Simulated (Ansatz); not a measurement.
Structure data:

```
Hf O
1.0
     4.78890    0.00000    0.00000
     0.00000    4.78890    0.00000
     0.00000    0.00000    3.18582
Hf O
2 4
Direct
  0.50000 0.50000 0.50000
  0.00000 0.00000 0.00000
  0.69511 0.30489 0.00000
  0.80489 0.80489 0.50000
  0.19511 0.19511 0.50000
  0.30489 0.69511 0.00000
```

Give a crystallographic description of this input.

It has the composition HfO₂. The atoms follow space group P4_2/mnm (No. 136); the Bravais lattice is primitive tetragonal. Structure type: rutile. It has 6 atoms to the cell (2 Hf, 4 O). With all contacts inside bonding distance counted, the coordination numbers are Hf 8 and O 3. Not all metal-metal contacts are counted.

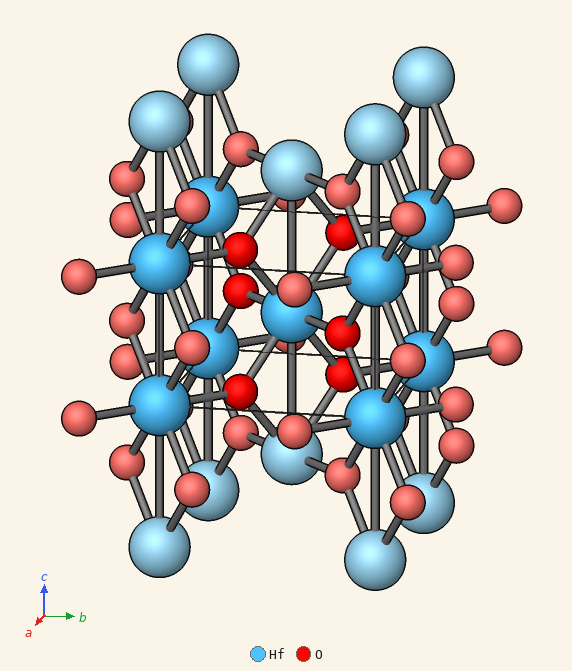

Shown here is a ball-and-stick view of the crystal, taken slightly off an axis. The lines enclose the conventional unit cell; boundary atoms appear with their images. Bonded atoms from the next cells complete the picture, in fainter colours. Colours: hafnium blue, oxygen red.

Provenance: a structure listed in the Materials Project. Earlier steps of the study, as a rule a relaxation of our own, may have changed the cell and positions, so they can lie some per cent off the listed ones. It was the input of a calculation with Ansatz.
